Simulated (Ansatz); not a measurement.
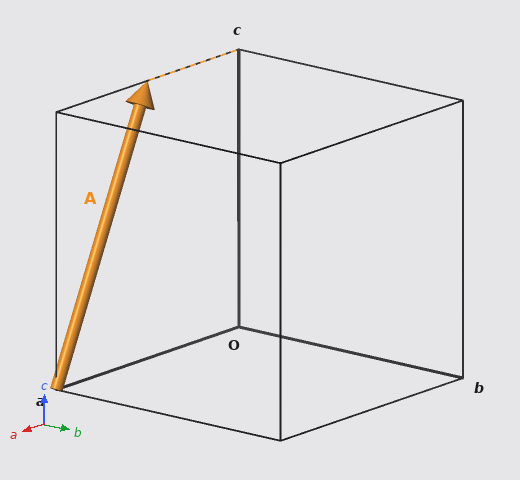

Crystal: Al, the input geometry of an electronic-structure calculation (not necessarily at equilibrium); the starting structure was generated, so it need not be a known form of this composition. The arrow starts at a corner of the unit cell and ends on its surface; where a tip isn't a corner, dashed lines run from it parallel to the axes. Symmetry computed with spglib at a tolerance of 0.002 Å; standard conventional cell.

a = 5.102 Å, b = 5.102 Å, c = 5.102 Å, α = 90.00°, β = 90.00°, γ = 90.00°.

> Give [uvw] of the arrow.

Arrow A runs from (1, 0, 0) to (1/2, 0, 1), so [−1 0 2].

> How long is the vector ua + vb + wc?

11.409 Å.
